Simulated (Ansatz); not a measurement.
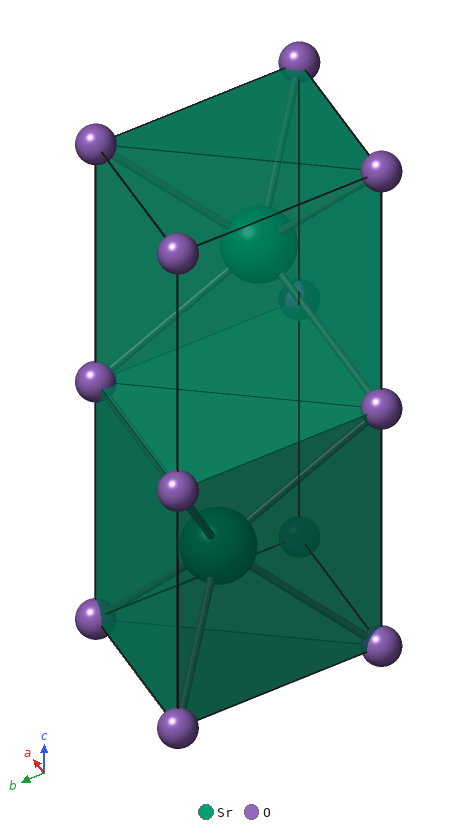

Structure drawing (polyhedral), viewed from a general direction. Atoms at the boundary of the conventional unit cell (the box) are drawn once for each face, edge or corner they touch.

SrO, space group P6_3/mmc (No. 194), a = 3.55 Å, b = 3.55 Å, c = 6.22 Å, α = 90.00°, β = 90.00°, γ = 120.00°.

Computational set-up: DFT LDA, scalar-relativistic, plane waves, PAW in Ansatz, 420 eV cutoff, k-point mesh 9×9×4, Gaussian smearing of 0.05 eV, no spin polarisation.

Predict the gap.

A semiconductor at this level, with a gap of 2.87 eV on the k-mesh (the true edges may lie between mesh points, so the gap can be somewhat smaller).

What pressure does the cell stand under at this volume?

The computed pressure is -5.6 GPa (stretched: it would shrink). The stress isn't hydrostatic: its largest component is 6.3 GPa.

It goes back to a structure listed in the Materials Project. Earlier steps of the study may have refined or changed the cell and positions. Ansatz was used for an electronic-structure calculation on it.

At this level of theory the cell isn't at rest (stretched, at -6 GPa), so its distances can differ from those at equilibrium, the more so the softer the solid.
